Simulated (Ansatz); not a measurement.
Ti4O (slab)

The calculation's input:

```
crystal:
  lattice:
    - [3.2553359278, 0.0, 0.0]
    - [0.0, 3.2553359278, 0.0]
    - [0.0, 0.0, 21.6793674396]
  atoms:
    - { symbol: Ti, position: [0.5, 0.5, 0.1845072284] }
    - { symbol: Ti, position: [0.0, 0.0, 0.2595863546] }
    - { symbol: Ti, position: [0.5, 0.5, 0.3306110933] }
    - { symbol: Ti, position: [0.0, 0.0, 0.4003515077] }
    - { symbol: O, position: [0.375, 0.375, 0.5530312392], spin: 2.0 }
basis:
  ecutwfc: 420
kpoints:
  mp_grid: { grid: [8, 8, 1] }
hamiltonian:
  xc: pbe
  pseudopotentials: { kind: paw, azcp: { folder: soft_1 } }
scf:
  occupations: { method: gaussian, width: 0.1 }
output:
  forces: true
  eigenvalues: true
  populations: true
  write_density: true
  write_potential: true
  elf: true
  volumetric_format: npy
magnetization:
  spin_polarized: true
efield:
  axis: 3
  dipole_correction: true
  ramp_width: 0.04
```

Run with:

```sh
ansatz run input.yaml --threads 1 --pin off --max-ram 3072MiB --backend cpu --events-out ev --progress --plain --runs-dir out
```

A point of a scan over the structure, not its minimum; not relaxed (largest force 0.8 eV/Å); the SCF solution may not be the lowest one; PAW files of the earlier set (soft_1); spin-polarised.

The calculation used Ansatz, DFT PBE, scalar-relativistic, plane waves, PAW.

Question: What will maps of the valence pseudo-density, electron localisation function and spin density show?

Answer: Ti–Ti (2.75 Å): ρ is about 0.22 e/Å³ halfway; the ELF is about 0.20 at the midpoint (no shared electron pair shows on this line).
Ti–Ti (2.82 Å): ρ is about 0.2 e/Å³ halfway; the ELF is about 0.20 at the midpoint (no localised pair shows between them).
The spin density sits on O: +1.8 μB in one cell of 5 atoms, with smaller moments on other sites: Ti (up to +0.09 μB): a single local moment. The cell of the calculation (5 atoms) carries 2.0 μB of net spin moment.

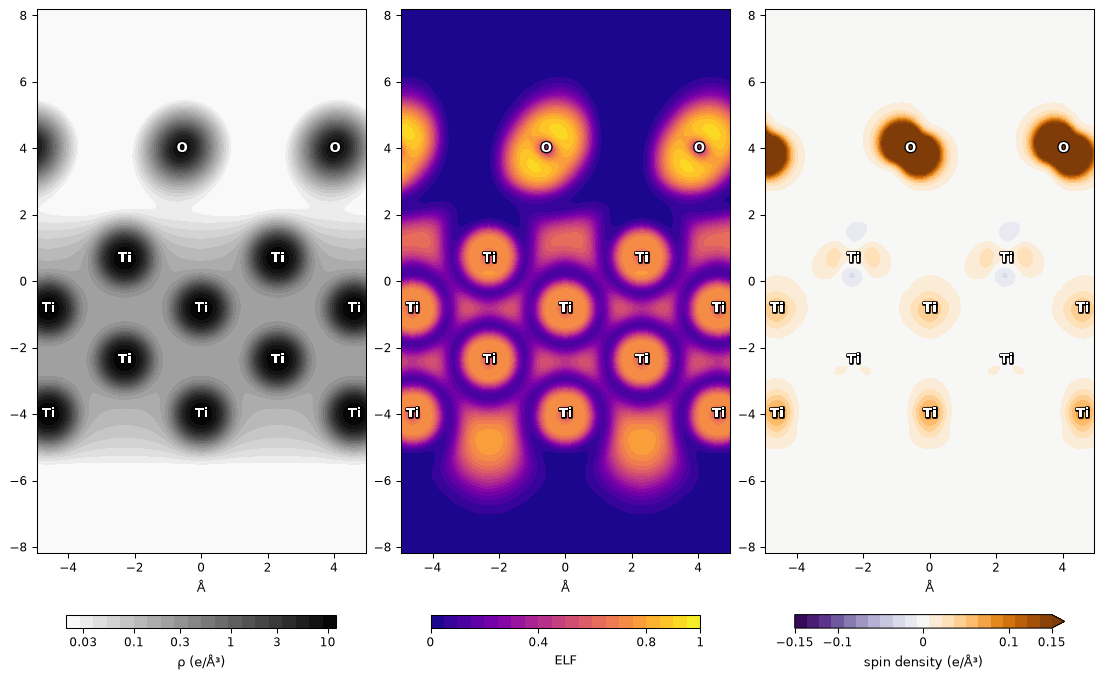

Computed valence pseudo-density, electron localisation function and spin density on the (11̄0) plane of the calculation cell, a cut from vacuum to vacuum, in this order. 

Core electrons are frozen (PAW), and the valence fields are smoothed inside the atomic spheres.
